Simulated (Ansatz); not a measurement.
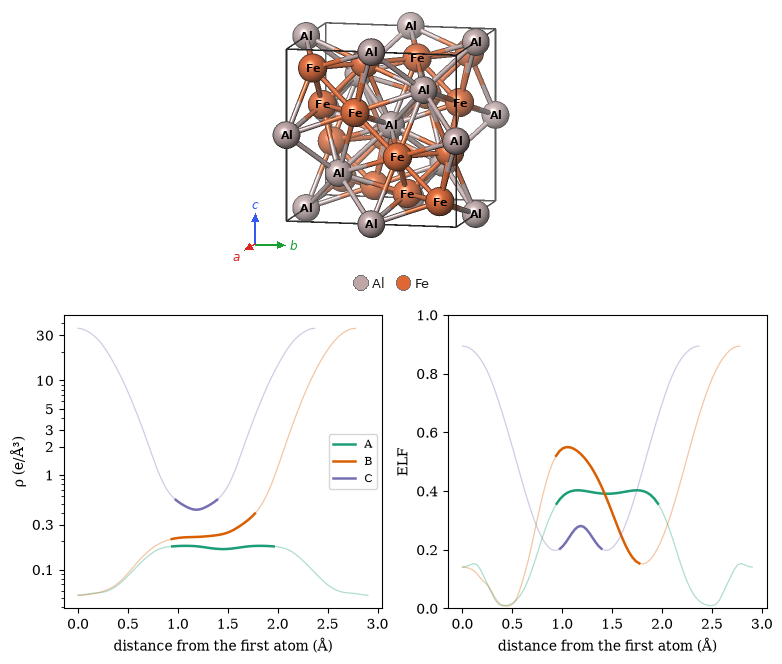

AlFe2. Valence pseudo-density and ELF along straight lines between neighbouring atoms. Thin, pale parts lie inside the atomic spheres. The structure is drawn too.

Space group Fd-3m; a structure from a database of computed crystals, not necessarily the ambient phase; computed pressure about −17 GPa in this cell; computed without spin polarisation.

Method: Ansatz 0.2.0, DFT PBEsol, scalar-relativistic, plane waves, PAW.

The density is the valence pseudo-density of a PAW calculation; it isn't the true density close to the nuclei.

```
Al Fe
1.0
     6.70263    0.00000    0.00000
     0.00000    6.70263    0.00000
     0.00000    0.00000    6.70263
Al Fe
8 16
Direct
  0.75000 0.25000 0.25000
  0.25000 0.75000 0.25000
  0.25000 0.25000 0.75000
  0.75000 0.75000 0.75000
  0.50000 0.00000 0.00000
  0.00000 0.50000 0.00000
  0.00000 0.00000 0.50000
  0.50000 0.50000 0.50000
  0.37500 0.12500 0.37500
  0.87500 0.62500 0.37500
  0.87500 0.12500 0.87500
  0.37500 0.62500 0.87500
  0.37500 0.37500 0.12500
  0.87500 0.87500 0.12500
  0.87500 0.37500 0.62500
  0.37500 0.87500 0.62500
  0.12500 0.37500 0.37500
  0.62500 0.87500 0.37500
  0.62500 0.37500 0.87500
  0.12500 0.87500 0.87500
  0.12500 0.12500 0.12500
  0.62500 0.62500 0.12500
  0.62500 0.12500 0.62500
  0.12500 0.62500 0.62500
```

### Which curve belongs to which contact (Al–Al, Al–Fe and Fe–Fe)? The first atom named is at distance zero.

Curve A: Al–Al (2.90 Å): ρ at the midpoint is about 0.17 e/Å³; the ELF is about 0.40 at the midpoint. Curve B: Al–Fe (2.78 Å): ρ at the midpoint is about 0.23 e/Å³; the ELF is about 0.40 at the midpoint. Curve C: Fe–Fe (2.37 Å): the density is about 0.43 e/Å³ at the midpoint; the ELF is about 0.30 at the midpoint; no shared electron pair shows on this line.
